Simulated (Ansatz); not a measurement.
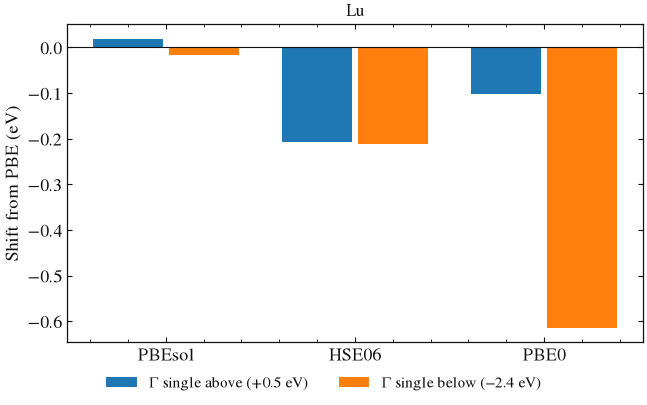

Levels near the Fermi level of hcp Lu, space group P6_3/mmc, 2 atoms in the cell (a = 3.503 Å, c = 5.551 Å (hexagonal axes)), a metal, by four methods on one cell, as shifts from PBE. Each level is counted from the Fermi level of its run and named by k point, degeneracy (spin aside) and side; the legend gives its PBE energy.

### Which method departs most from PBE, and how?

PBE0: it moves Γ single above by −0.10 eV and Γ single below by −0.61 eV. Exact exchange pushes filled levels down from the Fermi level and so widens the occupied bands. At these levels the other methods stay within 0.21 eV of PBE.

```csv
method,Γ single above (eV),Γ single below (eV)
PBE,0.52,−2.42
PBEsol,0.54,−2.44
HSE06,0.32,−2.63
PBE0,0.42,−3.04
```

Settings. PBE: Ansatz PAW, 9×9×5 k mesh, 420 eV cutoff, Fermi-Dirac smearing of 0.05 eV (Ansatz 0.2.0). PBEsol: Ansatz PAW, 9×9×5 k mesh, 420 eV cutoff, Fermi-Dirac smearing of 0.05 eV (Ansatz 0.2.0). HSE06: Ansatz PAW, 5×5×3 k mesh in the self-consistent step, 420 eV cutoff, Fermi-Dirac smearing of 0.05 eV (Ansatz). PBE0: Ansatz PAW, 5×5×3 k mesh in the self-consistent step, 420 eV cutoff, Fermi-Dirac smearing of 0.05 eV (Ansatz 0.2.0). No run carries moments or holds spin-orbit coupling.

Spin-orbit coupling is left out, which matters for Lu. PBEsol, HSE06 and PBE0: the PAW data sets were made with another functional. PBE and PBEsol: semilocal functionals put the filled 4f levels of Lu too high. HSE06 and PBE0: the k mesh is coarse, so the values aren't converged, least of all with exact exchange. PBE0: unscreened exact exchange wrongly thins out the states at the Fermi level of a metal. The meshes or smearings differ, which moves the Fermi levels by some hundredths of an eV or more.
